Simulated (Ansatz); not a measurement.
**Run report: ZnO, single-point calculation (part 2 of 2)**

ZnO (P6₃mc, 48 atoms in the cell); DFT PBE, scalar-relativistic, plane waves, PAW, no spin polarisation (Ansatz 0.2.0); cutoff 420 eV, 2×2×2 k-mesh, Gaussian smearing of 0.01 eV. The structure derives from an entry of the Crystallography Open Database.

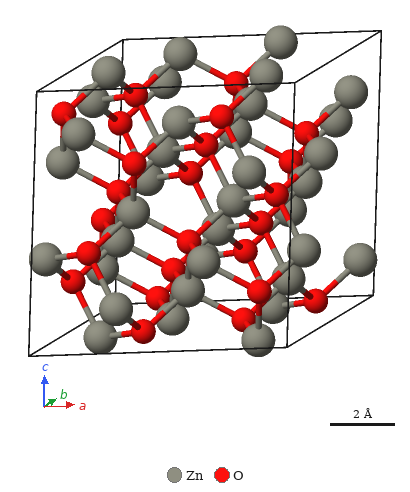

Fig. 1: The structure as given in the input (ball-and-stick view of the cell of the calculation, seen at an oblique angle).

**Output, continued**
```
--- Forces (eV/Å), atoms counted from 1 ---
  atom   1  Zn    -0.00000000    -0.00000000    -0.00037050
  atom   2  Zn    -0.00000000    -0.00000000    -0.00037050
  atom   3  Zn    -0.00000000    -0.00000000    -0.00037050
  atom   4  Zn    -0.00000000    -0.00000000    -0.00037050
  atom   5  Zn    -0.00000000    -0.00000000    -0.00037050
  atom   6  Zn    -0.00000000    -0.00000000    -0.00037050
  atom   7  Zn    -0.00000000     0.00000000    -0.00037050
  atom   8  Zn    -0.00000000    -0.00000000    -0.00037050
  atom   9  Zn    -0.00000000    -0.00000000    -0.00037050
  atom  10  Zn    -0.00000000    -0.00000000    -0.00037050
  atom  11  Zn    -0.00000000    -0.00000000    -0.00037050
  atom  12  Zn    -0.00000000    -0.00000000    -0.00037050
  atom  13  Zn    -0.00000000     0.00000000    -0.00037050
  atom  14  Zn    -0.00000000     0.00000000    -0.00037050
  atom  15  Zn    -0.00000000     0.00000000    -0.00037050
  atom  16  Zn    -0.00000000     0.00000000    -0.00037050
  atom  17  Zn    -0.00000000     0.00000000    -0.00037050
  atom  18  Zn    -0.00000000     0.00000000    -0.00037050
  atom  19  Zn    -0.00000000     0.00000000    -0.00037050
  atom  20  Zn    -0.00000000     0.00000000    -0.00037050
  atom  21  Zn    -0.00000000     0.00000000    -0.00037050
  atom  22  Zn    -0.00000000     0.00000000    -0.00037050
  atom  23  Zn    -0.00000000     0.00000000    -0.00037050
  atom  24  Zn    -0.00000000     0.00000000    -0.00037050
  atom  25  O      0.00000000    -0.00000000     0.00036198
  atom  26  O      0.00000000     0.00000000     0.00036198
  atom  27  O      0.00000000    -0.00000000     0.00036198
  atom  28  O      0.00000000    -0.00000000     0.00036198
  atom  29  O      0.00000000     0.00000000     0.00036198
  atom  30  O      0.00000000    -0.00000000     0.00036198
  atom  31  O      0.00000000    -0.00000000     0.00036198
  atom  32  O      0.00000000    -0.00000000     0.00036198
  atom  33  O      0.00000000    -0.00000000     0.00036198
  atom  34  O      0.00000000     0.00000000     0.00036198
  atom  35  O      0.00000000    -0.00000000     0.00036198
  atom  36  O      0.00000000    -0.00000000     0.00036198
  atom  37  O      0.00000000     0.00000000     0.00036198
  atom  38  O      0.00000000    -0.00000000     0.00036198
  atom  39  O      0.00000000     0.00000000     0.00036198
  atom  40  O      0.00000000    -0.00000000     0.00036198
  atom  41  O      0.00000000    -0.00000000     0.00036198
  atom  42  O      0.00000000    -0.00000000     0.00036198
  atom  43  O      0.00000000     0.00000000     0.00036198
  atom  44  O      0.00000000    -0.00000000     0.00036198
  atom  45  O      0.00000000    -0.00000000     0.00036198
  atom  46  O      0.00000000     0.00000000     0.00036198
  atom  47  O      0.00000000    -0.00000000     0.00036198
  atom  48  O      0.00000000     0.00000000     0.00036198
  max |Σ_I F_I| component: 2.04e-4 eV/Å
--- Stress (GPa, compression-positive) ---
        0.014810      -0.000000       0.000000
       -0.000000       0.014810       0.000000
        0.000000       0.000000       0.017672
  P = ⅓ Tr σ = 0.0158 GPa (0.158 kbar)
--- Band table (eV) ---
  k-point 0: bands = ["-11.0010", "-10.7266", "-10.7266", "-10.7266", "-10.5678", "-10.5678", "-10.5678", "-10.5280", "-10.4519", "-10.4519", "-10.4519", "-10.4225", "-10.4225", "-10.4225", "-10.3029", "-10.3029", "-10.2952", "-10.2952", "-10.2952", "-10.2951", "-10.2951", "-10.2770", "-10.2770", "-10.2770", "0.8883", "0.8883", "0.8883", "0.8969", "0.8969", "0.8969", "0.9321", "0.9321", "0.9321", "1.0009", "1.0009", "1.0009", "1.0156", "1.0156", "1.0156", "1.1111",
      "1.1128", "1.1408", "1.1786", "1.1786", "1.1804", "1.1804", "1.1804", "1.2085", "1.2085", "1.3061", "1.3061", "1.3083", "1.3683", "1.3683", "1.3683", "1.3694", "1.3694", "1.3694", "1.3849", "1.3849", "1.3849", "1.4245", "1.4245", "1.4245", "1.4606", "1.4606", "1.4606", "1.4734", "1.4953", "1.4953", "1.5097", "1.5097", "1.5097", "1.5457", "1.5457", "1.5457", "1.6680", "1.6680", "1.6680", "1.7374",
      "1.7374", "1.7374", "1.7378", "1.7378", "1.7378", "1.7710", "1.7710", "1.7710", "1.8139", "1.8139", "1.8139", "1.8514", "1.8967", "1.8967", "2.0608", "2.0608", "2.1466", "2.1466", "2.1466", "2.1828", "2.2323", "2.2590", "2.2686", "2.2686", "2.2686", "2.2748", "2.2748", "2.2936", "2.3230", "2.3230", "2.3230", "2.3452", "2.3452", "2.3452", "2.3873", "2.3873", "2.3873", "2.3928", "2.3928", "2.3928",
      "2.4015", "2.4015", "2.4015", "2.4065", "2.4065", "2.4116", "2.4116", "2.4326", "2.4326", "2.4326", "2.4490", "2.4490", "2.4490", "2.4492", "2.4492", "2.4492", "2.5411", "2.5411", "2.5411", "2.5983", "2.5983", "2.5983", "2.7058", "2.7058", "2.9608", "2.9608", "2.9608", "2.9628", "2.9628", "2.9628", "3.0831", "3.0831", "3.1330", "3.1652", "3.1652", "3.1652", "3.2244", "3.2244", "3.3299", "3.8739",
      "3.8739", "3.8739", "3.8873", "4.1675", "4.1675", "4.1675", "4.2989", "4.2989", "4.2989", "4.3689", "4.4558", "4.4558", "4.4558", "4.5499", "4.5499", "4.5499", "4.7913", "4.7913", "4.7913", "4.9170", "4.9170", "5.0288", "5.0654", "5.0654", "5.0654", "5.1213", "5.1213", "5.1213", "5.3230", "5.3230", "5.3230", "5.4818", "5.4818", "5.6212", "5.6212", "5.6212", "5.6552", "5.6552", "5.6552", "5.6745",
      "5.7303", "5.7303", "5.7303", "5.7342", "5.7342", "5.7342", "6.0625", "6.0625", "6.0625", "6.0694", "6.0694", "6.1173", "6.1173", "6.1173", "6.6002", "6.6002", "8.5818", "10.4855", "10.4855", "10.4855", "11.3147", "11.3749", "11.3749", "11.3749", "12.1156", "12.1156", "12.1156", "12.2200", "12.2200", "12.2200", "13.1676", "13.1676", "13.1676", "13.8257", "13.8257", "13.8257", "14.2181", "14.2181", "14.3958", "14.4663",
      "14.4663", "14.5736", "14.5736", "14.5736", "14.6162", "14.7119", "14.7901", "14.9942", "14.9942", "14.9942"]
  k-point 1: bands = ["-10.9802", "-10.7694", "-10.7388", "-10.7388", "-10.6114", "-10.5562", "-10.5562", "-10.4421", "-10.4421", "-10.4300", "-10.4300", "-10.4034", "-10.3905", "-10.3854", "-10.3854", "-10.3617", "-10.3617", "-10.3427", "-10.3032", "-10.2742", "-10.2742", "-10.2570", "-10.2570", "-10.2566", "0.8506", "0.8506", "0.8940", "0.8940", "0.9082", "0.9082", "0.9491", "0.9516", "0.9516", "0.9621", "0.9733", "1.0211", "1.0667", "1.0709", "1.0854", "1.0854",
      "1.1223", "1.1223", "1.1226", "1.1226", "1.2013", "1.2291", "1.2291", "1.2596", "1.2668", "1.2743", "1.3156", "1.3245", "1.3382", "1.3382", "1.3398", "1.3760", "1.3760", "1.3854", "1.3945", "1.3945", "1.4278", "1.4302", "1.4667", "1.4691", "1.4691", "1.4696", "1.4907", "1.4907", "1.5104", "1.5104", "1.5318", "1.5318", "1.5355", "1.5355", "1.5590", "1.5590", "1.5872", "1.6180", "1.6180", "1.6203",
      "1.6203", "1.6446", "1.6446", "1.6882", "1.7655", "1.7655", "1.7668", "1.7694", "1.8019", "1.8019", "1.8066", "1.8066", "1.8518", "1.8518", "1.8523", "1.9484", "2.2048", "2.2057", "2.2057", "2.2222", "2.2222", "2.2328", "2.2328", "2.2369", "2.2605", "2.2875", "2.2875", "2.3192", "2.3224", "2.3247", "2.3287", "2.3287", "2.3443", "2.3508", "2.3508", "2.3508", "2.3618", "2.3618", "2.3754", "2.3810",
      "2.3810", "2.3878", "2.4223", "2.4223", "2.4281", "2.4281", "2.4347", "2.4643", "2.4643", "2.4812", "2.4812", "2.4879", "2.4879", "2.4892", "2.4892", "2.4967", "2.5160", "2.5205", "2.6003", "2.6091", "2.6540", "2.6540", "2.6722", "2.6722", "2.7954", "2.9712", "2.9712", "3.0095", "3.0474", "3.0753", "3.0753", "3.1064", "3.3402", "3.3548", "3.3548", "3.4533", "3.4533", "3.5455", "3.5455", "3.5458",
      "3.5458", "3.5856", "3.5856", "3.7481", "4.0725", "4.0725", "4.1048", "4.2372", "4.2372", "4.4389", "4.4389", "4.4635", "4.4766", "4.6201", "4.6201", "4.6507", "4.6507", "4.7659", "4.8775", "4.8788", "4.8788", "5.0121", "5.0121", "5.1898", "5.1898", "5.2425", "5.2425", "5.2619", "5.3168", "5.3383", "5.4463", "5.4463", "5.4515", "5.4515", "5.5294", "5.5452", "5.5908", "5.6480", "5.6480", "5.6718",
      "5.6718", "5.7164", "5.7513", "5.7513", "5.8391", "5.9189", "5.9189", "5.9849", "6.0605", "6.0977", "6.0977", "6.1872", "6.1872", "6.2353", "6.4810", "6.5374", "8.7550", "10.1851", "10.2789", "10.2789", "11.1317", "11.5299", "11.5299", "11.9643", "11.9643", "12.5223", "12.5447", "12.5447", "12.6151", "12.6151", "12.7681", "12.7681", "12.9423", "12.9764", "13.3424", "13.9133", "13.9133", "14.0590", "14.0590", "14.0641",
      "14.3639", "14.6650", "14.6650", "14.8524", "14.8728", "15.0568", "15.0907", "15.1860", "15.1860", "15.1989"]
```

**Summary**

```csv
quantity,value
outcome,converged
space group (tolerance 0.01 Å),P6₃mc (186)
electrons treated,432
free energy,−93284.3330 eV
Fermi energy,7.591 eV
gap on the k-point mesh,1.98 eV
pressure,0.02 GPa
largest force (length of the vector),under 0.001 eV/Å
hardware,"8 threads of AMD EPYC (Zen 5), 64 GiB of memory available, shared host"
wall time,2.5 s (CPU time 18 s)
peak memory,1.9 GiB
```
